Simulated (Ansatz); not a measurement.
## Run report: Zn7H12Se7, geometry relaxation (part 1 of 4)

The run: geometry relaxation of Zn7H12Se7 (26 atoms in the cell). Method and program: DFT PBE, scalar-relativistic, plane waves, PAW, no spin polarisation (Ansatz 0.2.0).

The structure derives from an entry of the Crystallography Open Database. It belongs to a series of runs on one base structure; here: wire along [1 1 0], 14 atoms a period, capped with H. Figures and captions count atoms from 1; the log counts them from 0 in places.

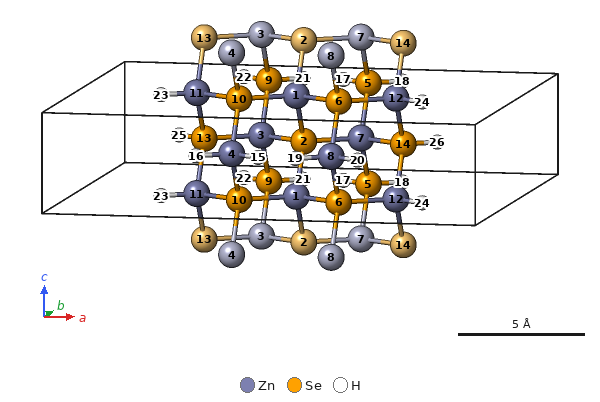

**Figure 1.** The starting structure (ball-and-stick view of the cell of the calculation, with the vacuum cut short, seen slightly off an axis; neighbours outside the cell are drawn fainter; atoms are numbered from 1 in the order of the input). An atom can appear more than once, as a periodic image.

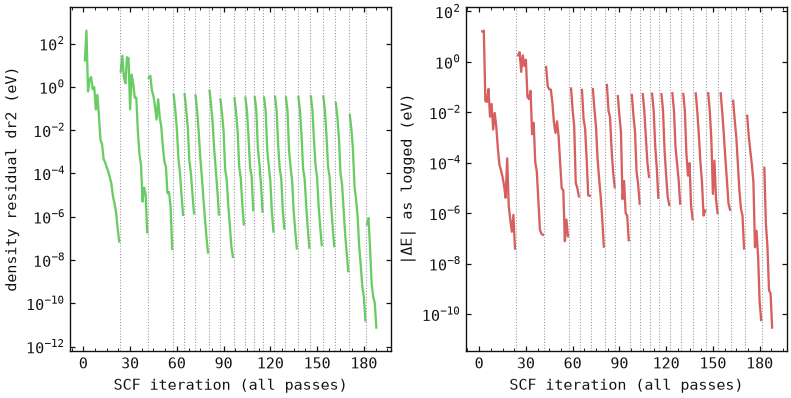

**Figure 2.** Convergence of the self-consistent field: density residual dr2 and size of the energy change against the SCF iteration. The dotted lines part the SCF passes of the relaxation: geometry steps, rejected trials and re-solves on a re-selected basis. The 20 passes take 6 to 23 iterations each, 188 in all.

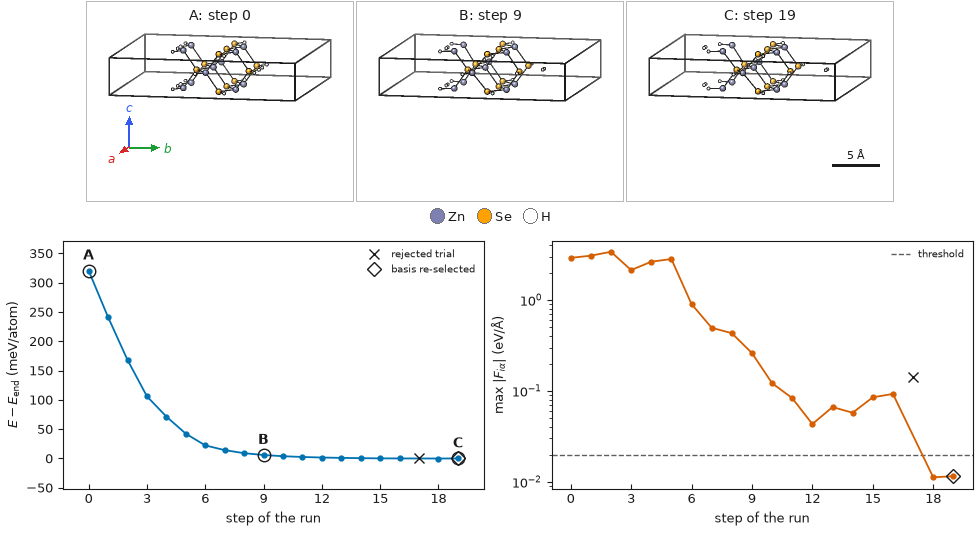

**Figure 3.** Frames of the relaxation (ball-and-stick view of the cell of the calculation, with the vacuum cut short (origin shifted), seen slightly off an axis) above the curves, on which the letters mark them (the first geometry is step 0 here and step 1 in the log).

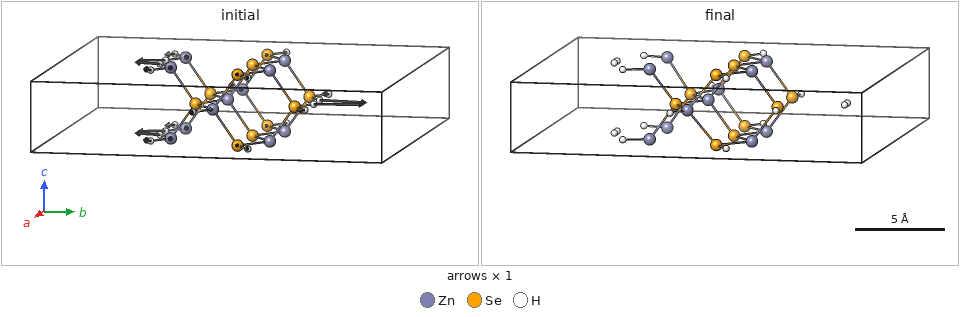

**Figure 4.** Before (left) and after (right) the relaxation, at one scale (ball-and-stick view of the cell of the calculation, with the vacuum cut short (origin shifted), seen slightly off an axis). The black arrows give the displacements (without the part carried along by the change of the cell), at true length. The largest moves relative to the cell, 2.88 Å, are those of H17 and H21. By element the largest moves are H 2.88 Å, Zn 0.36 Å, Se 0.23 Å. Along the periodic axis the drawn cell goes c 4.053 → 4.010 Å (−1.1 %). Distances before and after: Se5–H17 1.470 → 3.881 Å, Zn4–H15 1.550 → 3.192 Å, H17–H21 1.653 → 0.751 Å, H15–H19 1.522 → 0.753 Å. New bonds form: H15–H19 (1.52 → 0.75 Å), H17–H21 (1.65 → 0.75 Å). Bonds break: Se5–H17 (1.47 → 3.88 Å), Se9–H21 (1.47 → 3.88 Å), Zn4–H15 (1.55 → 3.19 Å), Zn8–H19 (1.55 → 3.19 Å). Among the angles that change: Se6–Zn8–H20 109.5° → 126.3°, Se10–Zn11–H23 109.5° → 125.4°, Zn3–Se9–H22 109.5° → 94.7°. After 18 geometry steps the energy has fallen by 321 meV per atom. Largest force component: 2.9 eV/Å at the start, 0.012 eV/Å at the end. The line search rejected the trial step at point 17 (counted from 0) and went back. A last SCF at the same geometry on a re-selected plane-wave basis shifts the energy by +0.1 meV per atom. (Atoms are counted from 1 in the order of the input.)

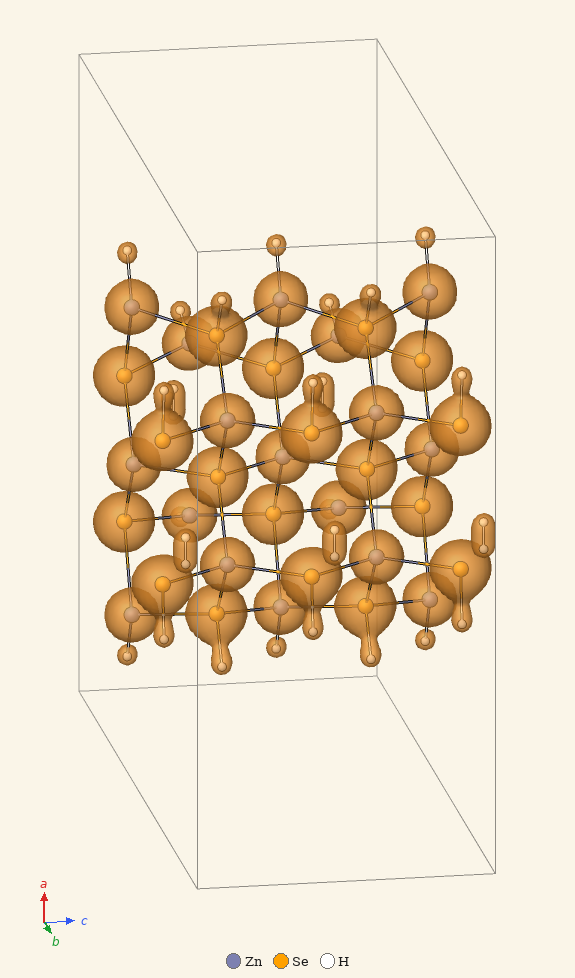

**Figure 5.** Isosurface of the valence pseudo-density at 1 e/Å³ (orange), seen from the side, at a tilt. Sticks mark near contacts. At this value the density breaks into separate islands; it holds about 70 % of the electrons treated as valence. It is pinched off along the Zn–H (1.54 Å) and Zn–Se (2.48 Å) contacts. On the grid the lowest density along these lines, outside the cores, is 1.8 e/Å³ (H–H, 0.75 Å), 1.1 e/Å³ (Se–H, 1.48 Å), 0.81 e/Å³ (Zn–H, 1.54 Å) and 0.41 e/Å³ (Zn–Se, 2.48 Å). Core electrons are frozen (PAW), so the fields are smoothed inside the atomic spheres.

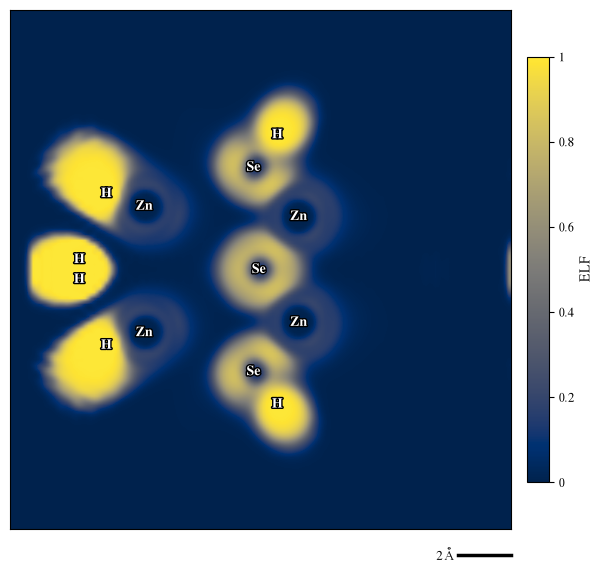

**Figure 6.** Electron localisation function on the (001) plane of the calculation cell, a cut from vacuum to vacuum. Atoms in the plane: Se, Zn and H. H–H (0.75 Å): the ELF is about 1 at the midpoint (a covalent bond by its length). Se–H (1.48 Å): the ELF climbs to about 1 towards the hydrogen, as it does in any bond to H; a covalent bond by its length. Zn–H (1.54 Å): the ELF climbs to about 1 towards the hydrogen. Zn–Se (2.48 Å): the ELF is about 0.60 at the midpoint. Zn–Se (2.49 Å): the ELF is about 0.60 at the midpoint.

The input and output of the run follow.

## Input
```yaml
crystal:
  lattice:
    - [19.6, 0.0, 0.0]
    - [0.0, 18.2, 0.0]
    - [0.0, 0.0, 4.05302313]
  atoms:
    - { symbol: Zn, position: [0.5, 0.4619018668, 0.0] }
    - { symbol: Se, position: [0.5, 0.5406359366, 0.5] }
    - { symbol: Zn, position: [0.3966065528, 0.6193700063, 0.5] }
    - { symbol: Zn, position: [0.3966065528, 0.3044337273, 0.5] }
    - { symbol: Se, position: [0.6033934472, 0.6981040761, 0.0] }
    - { symbol: Se, position: [0.6033934472, 0.383167797, 0.0] }
    - { symbol: Zn, position: [0.6033934472, 0.6193700063, 0.5] }
    - { symbol: Zn, position: [0.6033934472, 0.3044337273, 0.5] }
    - { symbol: Se, position: [0.3966065528, 0.6981040761, 0.0] }
    - { symbol: Se, position: [0.3966065528, 0.383167797, 0.0] }
    - { symbol: Zn, position: [0.2932131056, 0.4619018668, 0.0] }
    - { symbol: Zn, position: [0.7067868944, 0.4619018668, 0.0] }
    - { symbol: Se, position: [0.2932131056, 0.5406359366, 0.5] }
    - { symbol: Se, position: [0.7067868944, 0.5406359366, 0.5] }
    - { symbol: H, position: [0.4611764355, 0.2552637868, 0.5] }
    - { symbol: H, position: [0.3320366701, 0.2552637868, 0.5] }
    - { symbol: H, position: [0.5421562036, 0.7447362132, 0.0] }
    - { symbol: H, position: [0.6646306908, 0.7447362132, 0.0] }
    - { symbol: H, position: [0.5388235645, 0.2552637868, 0.5] }
    - { symbol: H, position: [0.6679633299, 0.2552637868, 0.5] }
    - { symbol: H, position: [0.4578437964, 0.7447362132, 0.0] }
    - { symbol: H, position: [0.3353693092, 0.7447362132, 0.0] }
    - { symbol: H, position: [0.2286432229, 0.4127319263, 0.0] }
    - { symbol: H, position: [0.7713567771, 0.4127319263, 0.0] }
    - { symbol: H, position: [0.231975862, 0.5872680737, 0.5] }
    - { symbol: H, position: [0.768024138, 0.5872680737, 0.5] }
basis:
  ecutwfc: 420
kpoints:
  mp_grid: { grid: [1, 1, 8] }
hamiltonian:
  xc: pbe
scf:
  occupations: { method: gaussian, width: 0.05 }
output:
  forces: true
  stress: true
  eigenvalues: true
  populations: true
  write_density: true
  write_potential: true
  elf: true
  volumetric_format: npy
relax:
  adjacent_minimum: "off"
  f_tol: 0.02
  max_steps: 45
  cell: { fix: [a, b, alpha, beta, gamma], stress_tol: 0.03 }
```

Launched with:
```bash
ansatz run input.yaml --threads 4 --pin off --max-ram 11264MiB --backend cpu --events-out ev --progress --plain --runs-dir out
```

## What the program printed
```
Engine: ansatz 0.2.0, aarch64-unknown-linux-gnu
Pseudopotentials: kind: paw
Pseudopotential: Zn, paw, valence charge 12, recommended cutoff 420 eV (normal), Zn.paw.azcp
Pseudopotential: Se, paw, valence charge 16, recommended cutoff 420 eV (normal), Se.paw.azcp
Pseudopotential: H, paw, valence charge 1, recommended cutoff 420 eV (normal), H.paw.azcp
Functional definition: PBE
  parameter kappa = 0.804
  parameter beta = 0.06672455060314922
  exchange = pbe_x(kappa = kappa, mu = beta*pi^2/3)
  correlation = pbe_c(beta = beta)
Crystal: 26 atoms, lattice volume = 1445.794 Å³
Basis set: ecut = 420 eV, 28273 PW (Γ), exchange–correlation on 270×250×60 points (8 copies of the dense FFT grid, shifted against one another)
Bands: 130, of which v1, the nominal top of the filled ones, is band 104 counted from 1 (103 counted from 0)
Symmetry: 4 space group operations
Space group: Pmm2 (ITA 25), of the structure as read, at distance tolerance 1.1e-4 Å
k-points: 5 of 8
Non-local potential: Zn, projectors of the file, l = 0: 2, l = 1: 2, l = 2: 3, l = 3: 1
Non-local potential: Se, projectors of the file, l = 0: 2, l = 1: 2, l = 2: 3, l = 3: 1
Non-local potential: H, projectors of the file, l = 0: 2, l = 1: 1
PAW form: soft (Blöchl's): semilocal exchange-correlation on the pseudo side does not see the compensation charge
PAW one-centre angular grid: Zn, 590 points (default); XC on 64 Gauss nodes
PAW one-centre angular grid: Se, 590 points (default); XC on 64 Gauss nodes
PAW one-centre angular grid: H, 110 points (default); XC on 64 Gauss nodes
Initial density: superposition of atomic densities (neutral atoms: chi_scale 0, normalization atom), corrected by the library's trained network
Initial wavefunctions: pseudopotential atomic-orbital guess
Functional: x = pbe(κ = 0.804, μ = 0.2195149727645171), c = pbe(β = 0.06672455060314922)
SCF iter   1: F=—  HF=-61704.393329 eV  |F-HF|=—  |Δ(HF+E_count)|=         —  Δρ=9.95e-3  dr2=1.67e1  ethr=1.77e-3  ⟨swp⟩=6.8  Hψ=2817  notcnv=0  defer=52
preconditioner: auto → Resta (q_TF=auto, 1.975 Å⁻¹)  ε∞=2.2  [insulator: Δε(μ)=0.507 eV  Ē_g=10.285 eV  σ=0.050 eV  W_gap=1.00  n_scr=200 (ndim 8)  ℏωp=11.5 eV  f_vac=0.675  D(μ)=0.00/eV (n_scr^D=0)  ε∞_Penn≈2.2  vacuum switching on, ρ_ref=7.7e-3 e/Å³]
SCF iter   2: F=—  HF=-61720.627259 eV  |F-HF|=—  |Δ(HF+E_count)|=    1.62e1  Δρ=4.42e-2  dr2=3.98e2  ethr=1.77e-3  ⟨swp⟩=4.2  Hψ=1078  notcnv=0  defer=102  recentre
preconditioner: auto → LDOS  [insulator: Δε(μ)=0.117 eV  Ē_g=9.531 eV  σ=0.050 eV  W_gap=0.52  n_scr=200 (ndim 8)  ℏωp=11.5 eV  f_vac=0.678  D(μ)=6.41/eV (n_scr^D=20)  ε∞_Penn≈2.4  β→1.0]
SCF iter   3: F=—  HF=-61703.359873 eV  |F-HF|=—  |Δ(HF+E_count)|=    1.73e1  Δρ=3.77e-3  dr2=6.11e-1  ethr=1.77e-3  ⟨swp⟩=3.8  Hψ=1025  notcnv=0  defer=100
SCF iter   4: F=—  HF=-61703.332288 eV  |F-HF|=—  |Δ(HF+E_count)|=   2.76e-2  Δρ=5.76e-3  dr2=2.22e0  ethr=2.94e-4  ⟨swp⟩=2.8  Hψ=803  notcnv=0  defer=91  recentre
SCF iter   5: F=—  HF=-61703.358178 eV  |F-HF|=—  |Δ(HF+E_count)|=   2.59e-2  Δρ=4.92e-3  dr2=2.88e0  ethr=2.94e-4  ⟨swp⟩=2.4  Hψ=840  notcnv=0  defer=94
SCF iter   6: F=—  HF=-61703.274017 eV  |F-HF|=—  |Δ(HF+E_count)|=   8.42e-2  Δρ=2.81e-3  dr2=7.77e-1  ethr=2.94e-4  ⟨swp⟩=2.2  Hψ=780  notcnv=0  defer=94
SCF iter   7: F=—  HF=-61703.267330 eV  |F-HF|=—  |Δ(HF+E_count)|=   6.69e-3  Δρ=2.97e-3  dr2=9.76e-1  ethr=2.94e-4  ⟨swp⟩=2.0  Hψ=774  notcnv=0  defer=94
SCF iter   8: F=—  HF=-61703.245937 eV  |F-HF|=—  |Δ(HF+E_count)|=   2.14e-2  Δρ=1.15e-3  dr2=8.95e-2  ethr=2.94e-4  ⟨swp⟩=1.0  Hψ=556  notcnv=0  defer=94
SCF iter   9: F=—  HF=-61703.248019 eV  |F-HF|=—  |Δ(HF+E_count)|=   2.08e-3  Δρ=2.04e-3  dr2=4.27e-1  ethr=4.30e-5  ⟨swp⟩=2.0  Hψ=577  notcnv=0  defer=94  recentre
SCF iter  10: F=—  HF=-61703.238606 eV  |F-HF|=—  |Δ(HF+E_count)|=   9.41e-3  Δρ=8.11e-4  dr2=4.48e-2  ethr=4.30e-5  ⟨swp⟩=2.0  Hψ=864  notcnv=0  defer=94
SCF iter  11: F=—  HF=-61703.235932 eV  |F-HF|=—  |Δ(HF+E_count)|=   2.67e-3  Δρ=3.97e-4  dr2=3.59e-3  ethr=2.16e-5  ⟨swp⟩=2.0  Hψ=833  notcnv=0  defer=94
SCF iter  12: F=—  HF=-61703.235542 eV  |F-HF|=—  |Δ(HF+E_count)|=   3.90e-4  Δρ=2.49e-4  dr2=2.27e-3  ethr=1.73e-6  ⟨swp⟩=2.0  Hψ=856  notcnv=0  defer=94
SCF iter  13: F=—  HF=-61703.235458 eV  |F-HF|=—  |Δ(HF+E_count)|=   8.40e-5  Δρ=1.45e-4  dr2=4.65e-4  ethr=1.09e-6  ⟨swp⟩=2.0  Hψ=838  notcnv=0  defer=94
SCF iter  14: F=—  HF=-61703.235509 eV  |F-HF|=—  |Δ(HF+E_count)|=   5.12e-5  Δρ=1.28e-4  dr2=3.20e-4  ethr=2.23e-7  ⟨swp⟩=2.0  Hψ=865  notcnv=0  defer=94
SCF iter  15: F=—  HF=-61703.235482 eV  |F-HF|=—  |Δ(HF+E_count)|=   2.78e-5  Δρ=9.54e-5  dr2=1.95e-4  ethr=1.54e-7  ⟨swp⟩=2.0  Hψ=898  notcnv=0  defer=94
SCF iter  16: F=—  HF=-61703.235494 eV  |F-HF|=—  |Δ(HF+E_count)|=   1.23e-5  Δρ=7.46e-5  dr2=1.21e-4  ethr=9.39e-8  ⟨swp⟩=1.0  Hψ=673  notcnv=0  defer=94
SCF iter  17: F=—  HF=-61703.235498 eV  |F-HF|=—  |Δ(HF+E_count)|=   4.09e-6  Δρ=5.62e-5  dr2=6.61e-5  ethr=5.83e-8  ⟨swp⟩=2.0  Hψ=606  notcnv=0  defer=94
SCF iter  18: F=—  HF=-61703.235647 eV  |F-HF|=—  |Δ(HF+E_count)|=   1.49e-4  Δρ=3.84e-5  dr2=3.35e-5  ethr=3.18e-8  ⟨swp⟩=2.0  Hψ=862  notcnv=0  defer=94
SCF iter  19: F=—  HF=-61703.235649 eV  |F-HF|=—  |Δ(HF+E_count)|=   1.89e-6  Δρ=1.98e-5  dr2=8.97e-6  ethr=1.61e-8  ⟨swp⟩=2.0  Hψ=864  notcnv=0  defer=94
SCF iter  20: F=—  HF=-61703.235649 eV  |F-HF|=—  |Δ(HF+E_count)|=   5.42e-7  Δρ=1.51e-5  dr2=4.14e-6  ethr=4.31e-9  ⟨swp⟩=2.0  Hψ=800  notcnv=0  defer=94
SCF iter  21: F=—  HF=-61703.235649 eV  |F-HF|=—  |Δ(HF+E_count)|=   1.84e-7  Δρ=7.26e-6  dr2=1.61e-6  ethr=1.99e-9  ⟨swp⟩=2.0  Hψ=805  notcnv=0  defer=94
SCF iter  22: F=—  HF=-61703.235650 eV  |F-HF|=—  |Δ(HF+E_count)|=   8.64e-7  Δρ=3.66e-6  dr2=2.99e-7  ethr=7.76e-10  ⟨swp⟩=2.0  Hψ=899  notcnv=0  defer=94
SCF iter  23: F=-61703.235650 eV  HF=-61703.235650 eV  |F-HF|=2.68e-8  |Δ(HF+E_count)|=   3.98e-8  Δρ=1.74e-6  dr2=7.19e-8  ethr=4.81e-11  ⟨swp⟩=22.6  Hψ=5719  notcnv=0
SCF 1 converged in 23 iterations: F = -61703.235650 eV  dr2 = 7.19e-8
  greatest PAW one-centre occupation: 1.000 electrons in one spin orbital (limit 2), on the Se atom at site 4 (counted from 0), in its partial waves of l = 2
relax step   1: F+E_penalty+E_count = -61703.23564986 eV  Δ(F+E_penalty+E_count) = +0.000e0 eV  max|allowed force component| = 2.905e0 eV/Å  Δτ_max = 0.0000 Å  P = +1.076 GPa  Ω = 1445.794 Å³  fix = [a, b, alpha, beta, gamma]  reactions: a +1.063, b +1.003 GPa  (23 SCF iters, dr2 threshold 1.00e-7 eV, accepted)
```
